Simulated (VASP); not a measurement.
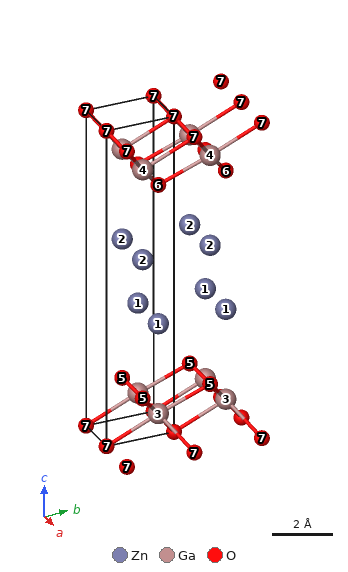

A crystal of Zn$_{2}$Ga$_{2}$O$_{3}$ (a generated structure, set up in P-3m1), before the relaxation. Style: ball-and-stick. Shown: the cell of the calculation, repeated 2 × 2 × 1 with one cell outlined, slightly off an axis.

The run lets cell and atoms move.

These are results of Kohn-Sham DFT of a periodic cell, PBE, VASP PAW PBE potentials, recommended (VASP), not measurements.

Input
```
PREC = Normal ; ENCUT = 520
EDIFF = 1E-4 ; ISMEAR = 0
SIGMA = 0.15 ; LREAL = False
LASPH = True ; NELM = 60
ALGO = Fast ; ISIF = 3
LWAVE = False ; LCHARG = False
GGA = PE ; IBRION = 2
NSW = 24 ; EDIFFG = -0.08
```

Launched with:
```bash
cat potpaw_PBE.64/Zn/POTCAR potpaw_PBE.64/Ga_d/POTCAR potpaw_PBE.64/O/POTCAR > POTCAR
mpirun -np 1 vasp_std > vasp.out
```

The structure:
```xyz
7
Lattice="3.0800 0.0000 0.0000 -1.5400 2.6674 0.0000 0.0000 0.0000 10.8500" Properties=species:S:1:pos:R:3 pbc="T T T"
Zn    0.0000    1.7782    4.1230
Zn    1.5400    0.8891    6.7270
Ga    0.0000    1.7782    1.0308
Ga    1.5400    0.8891    9.8193
O     1.5400    0.8891    1.9530
O     0.0000    1.7782    8.8970
O     0.0000    0.0000    0.0000
```

> Where does the relaxation end?

After 15 geometry steps the energy has fallen by 2.708 eV per cell of the calculation. The largest force component goes from 5 to 0.029 eV/Å. Pressure: 10.65 GPa at the start and 0.28 GPa at the end. The largest moves relative to the cell, 0.47 Å, are those of Zn1 and Zn2. Zn2 goes along −c. By element the largest moves are Zn 0.47 Å, Ga 0.21 Å, O 0.09 Å. The volume changes by +10.1 %, with a = b 3.080 → 2.996 Å (−2.7 %), c 10.850 → 12.620 Å (+16.3 %). Some distances before and after: Ga3–O7 2.055 → 2.234 Å, Ga3–O5 2.003 → 1.893 Å. Among the angles between lasting bonds that change: Ga3–O7–Ga3 97.1° → 84.2°, O7–Ga4–O7 97.1° → 84.2°, Ga3–O7–Ga4 82.9° → 95.8°. The space group stays P-3m1 (No. 164). The volume changes by over a tenth within one run on a fixed set of plane waves, so the end point should be relaxed again from the new cell. It ran on 1 thread of Intel(R) Xeon(R) 6975P-C (Granite Rapids), with other jobs on the host.

Step by step:

| step | E − E(0), meV/atom | largest force component, eV/Å | pressure, GPa | volume, Å³/atom |
| --- | --- | --- | --- | --- |
| 0 | 0.00 | 5.0492 | 10.65 | 12.734 |
| 1 | -268.99 | 0.9199 | -4.19 | 14.344 |
| 2 | -268.99 | 0.9106 | -4.58 | 14.354 |
| 3 | -310.61 | 1.5113 | 1.25 | 13.768 |
| 4 | -310.62 | 1.5213 | 1.48 | 13.763 |
| 5 | -348.56 | 0.7958 | 1.16 | 13.714 |
| 6 | -352.39 | 0.7320 | 0.81 | 13.691 |
| 7 | -364.97 | 0.6078 | -0.69 | 13.831 |
| 8 | -374.35 | 0.4253 | -1.58 | 13.981 |
| 9 | -382.90 | 0.2081 | -2.50 | 14.284 |
| 10 | -382.25 | 0.4475 | 1.58 | 13.895 |
| 11 | -385.71 | 0.1048 | -0.73 | 14.099 |
| 12 | -385.71 | 0.1511 | -0.02 | 14.086 |
| 13 | -385.72 | 0.1183 | -0.64 | 14.095 |
| 14 | -385.71 | 0.1414 | -0.37 | 14.090 |
| 15 | -386.86 | 0.0291 | 0.28 | 14.015 |

The end point in the same view:

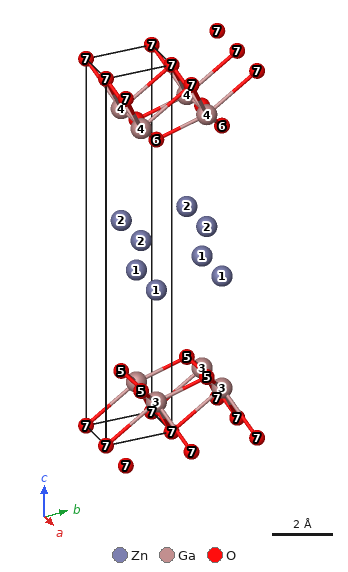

Limits of the set-up: layers or molecules are held without a dispersion correction, so their spacing is unreliable.
